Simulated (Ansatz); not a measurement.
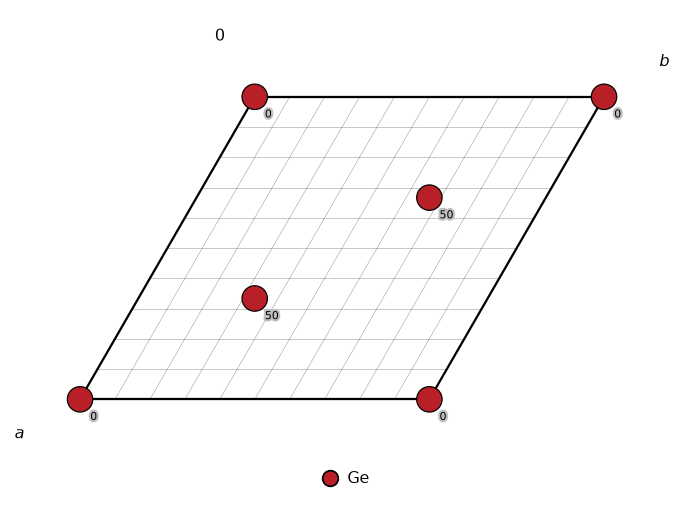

Plan of a unit cell projected along c (a down the page, b across); the numbers are heights in hundredths of c, and atoms on the cell's edges are repeated. The grid marks tenths of a and b. Source: the input geometry of an electronic-structure calculation (not necessarily at equilibrium); the starting structure was generated, so it need not be a known form of this composition. Geometry calculated from the standardised cell; symmetry tolerance 0.002 Å.

a = 4.936 Å, b = 4.936 Å, c = 2.805 Å, α = 90.00°, β = 90.00°, γ = 120.00°.

Question: What does the cell contain?

Answer: 3 Ge: Ge, Z = 3.

Question: Which space group?

Answer: No. 191, P6/mmm, primitive hexagonal.

Question: Give the independent sites, coordinates to two places.

Answer:
```csv
atom,site,symmetry,x,y,z
Ge,1a,6/mmm,0.00,0.00,0.00
Ge,2d,-6m2,0.33,0.67,0.50
```
